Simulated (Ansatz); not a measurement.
**Energy of Ga along an even scaling of the cell**

System: Ga (Cmcm, 2 atoms in the cell).
Method: Kohn-Sham DFT of a periodic cell, PBE, Ansatz PAW, no spin polarisation (Ansatz 0.2.0).

The 6 runs differ only in the geometry, by an even scaling of the cell at fixed fractional positions. The structure derives from an entry of the Crystallography Open Database.

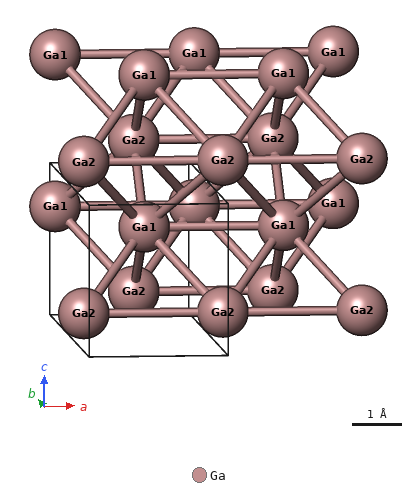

Figure 1. The structure of run 4 (ball-and-stick view of the cell 2 times as large as that of the calculation, set on its symmetry axes, repeated 2 × 1 × 2, seen at an oblique angle; atoms are numbered from 1 in the order of the input).

## Input of run 4
```yaml
crystal:
  lattice:
    - [1.45, -4.065, 0.0]
    - [1.45, 4.065, 0.0]
    - [0.0, 0.0, 3.17]
  atoms:
    - { symbol: Ga, position: [0.133, 0.867, 0.75] }
    - { symbol: Ga, position: [0.867, 0.133, 0.25] }
hamiltonian:
  xc: pbe
  pseudopotentials: { kind: paw }
kpoints:
  mp_grid: { grid: [10, 10, 8] }
scf:
  occupations: { method: fermi_dirac, width: 0.05 }
output:
  forces: true
  stress: true
  eigenvalues: true
```

Command:
```bash
ansatz run input.yaml --threads 2 --pin off --max-ram 5120MiB --backend cpu --events-out ev --progress --plain --runs-dir out
```

Run 3 differs from it as follows:
```diff
-    - [1.45, -4.065, 0.0]
-    - [1.45, 4.065, 0.0]
-    - [0.0, 0.0, 3.17]
+    - [1.4402681631, -4.0377172988, 0.0]
+    - [1.4402681631, 4.0377172988, 0.0]
+    - [0.0, 0.0, 3.1487241912]
```

## Results, with one run withheld

| run | volume per atom (Å³) | free energy per atom, from the lowest run given (meV) | pressure (GPa) |
| --- | --- | --- | --- |
| 1 | 17.564 | 25.35 | 5.52 |
| 2 | 17.937 | 14.28 | 4.00 |
| 3 | 18.311 | ? | ? |
| 4 | 18.685 | 1.83 | 1.44 |
| 5 | 19.432 | 0.00 | −0.57 |
| 6 | 19.806 | 2.31 | −1.40 |

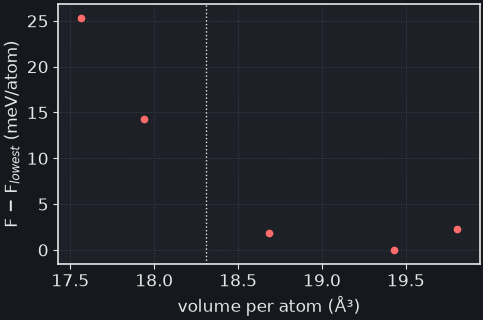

Figure 2. Free energy per atom of the runs given; the dotted line marks run 3.

Estimate the energy of run 3 from the others.

A cubic polynomial in V^(−2/3) (the Birch–Murnaghan form), fitted to the 5 runs given, misses them by under 0.01 meV per atom. With x = V^(−2/3) − 0.14218 Å⁻², it reads F = 2.1307 + 1883.6 x + 3.5291e+05 x² + 1.6512e+06 x³ (meV per atom). At run 3 it gives 6.56 meV per atom, and the run itself gives 6.57. The slope of the fit gives a pressure −dF/dV of 2.64 GPa there, and the run prints 2.64 GPa. The fit has its minimum at 19.201 Å³ per atom, where V d²F/dV² gives 49 GPa. Cell shape and fractional positions are held, so this is the stiffness under even scaling; the relaxed bulk modulus wasn't computed.

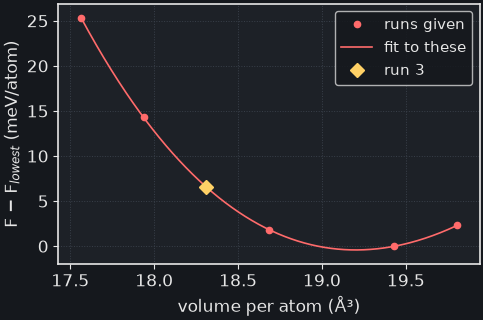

Figure 3. The fit and the withheld run.

## Output, shortened to warnings, some set-up lines, iterations and results (run 3)
```
Basis set: ecut = 420 eV, 715 PW (Γ), exchange–correlation on 60×60×48 points (8 copies of the dense FFT grid, shifted against one another)
Symmetry: 8 space group operations
k-points: 155 of 800
Initial density: superposition of atomic densities (neutral atoms: chi_scale 0, normalization atom), corrected by the library's trained network
[...]
SCF iter   1: F=—  HF=-7566.001594 eV  |F-HF|=—  |Δ(HF+E_count)|=         —  Δρ=1.23e-3  dr2=5.77e-4  ethr=1.77e-3  ⟨swp⟩=5.5  Hψ=12071  notcnv=0
SCF iter   2: F=—  HF=-7566.001056 eV  |F-HF|=—  |Δ(HF+E_count)|=   5.38e-4  Δρ=7.65e-4  dr2=1.19e-4  ethr=2.22e-6  ⟨swp⟩=2.0  Hψ=5737  notcnv=0
SCF iter   3: F=—  HF=-7566.001028 eV  |F-HF|=—  |Δ(HF+E_count)|=   2.75e-5  Δρ=3.02e-4  dr2=1.95e-5  ethr=4.58e-7  ⟨swp⟩=2.0  Hψ=4368  notcnv=0
SCF iter   4: F=—  HF=-7566.001039 eV  |F-HF|=—  |Δ(HF+E_count)|=   1.10e-5  Δρ=9.37e-5  dr2=2.83e-6  ethr=7.48e-8  ⟨swp⟩=2.0  Hψ=3078  notcnv=0
SCF iter   5: F=—  HF=-7566.001041 eV  |F-HF|=—  |Δ(HF+E_count)|=   1.84e-6  Δρ=2.86e-5  dr2=1.66e-7  ethr=1.09e-8  ⟨swp⟩=2.0  Hψ=3096  notcnv=0
SCF iter   6: F=-7566.001041 eV  HF=-7566.001041 eV  |F-HF|=8.19e-9  |Δ(HF+E_count)|=   5.39e-8  Δρ=6.60e-6  dr2=7.12e-9  ethr=3.85e-10  ⟨swp⟩=5.3  Hψ=12488  notcnv=0
SCF 1 converged in 6 iterations: F = -7566.001041 eV  dr2 = 7.12e-9
SCF converged after 6 iterations
Free energy (F): -7566.001041 eV
Harris-Foulkes:  -7566.001041 eV  (|F-HF|=8.19e-9)
Internal energy: -7565.998164 eV  (E = F + TS)
E sigma→0 (E₀):  -7565.999603 eV
Entropy (-TS):   -0.002877 eV (-1.438 meV/atom)
Fermi energy:    10.121725 eV
--- Per-component energies (eV) ---
  E_band       = -63.185836
  E_kinetic    = 230.431570
  E_local      = -3570.281598  (includes V_loc(G=0)·N_el)
  E_nonlocal   = 844.824699
  E_hartree    = 1680.555898
  E_xc         = -139.170373
  E_vxc        = -116.917000  (∫ρ·V_xc dr)
  E_paw        = -3971.710421  (= ΣΔE_a)
  E_vpaw       = -812.361046  (= ΣTr[D̂ρ^β])
  E_aug_tail   = -0.000246  (compensation charges beyond the density's cutoff)
  E_ewald      = -2640.647693
  E_smearing   = -0.002877  (= −TS)
  E_closure    = -0.000000  (closes the sum)
  Σ components = -7566.001041   (vs F -7566.001041, Δ=0.00e0)
--- Forces (eV/Å), atoms counted from 1 ---
  atom   1  Ga     0.00000000    -0.22035474     0.00000000
  atom   2  Ga     0.00000000     0.22035474     0.00000000
  max |Σ_I F_I| component: 0.00e0 eV/Å
--- Stress (GPa, compression-positive) ---
        0.584088       0.000000       0.000000
        0.000000       3.294595       0.000000
        0.000000       0.000000       4.053394
  P = ⅓ Tr σ = 2.6440 GPa (26.440 kbar)
```
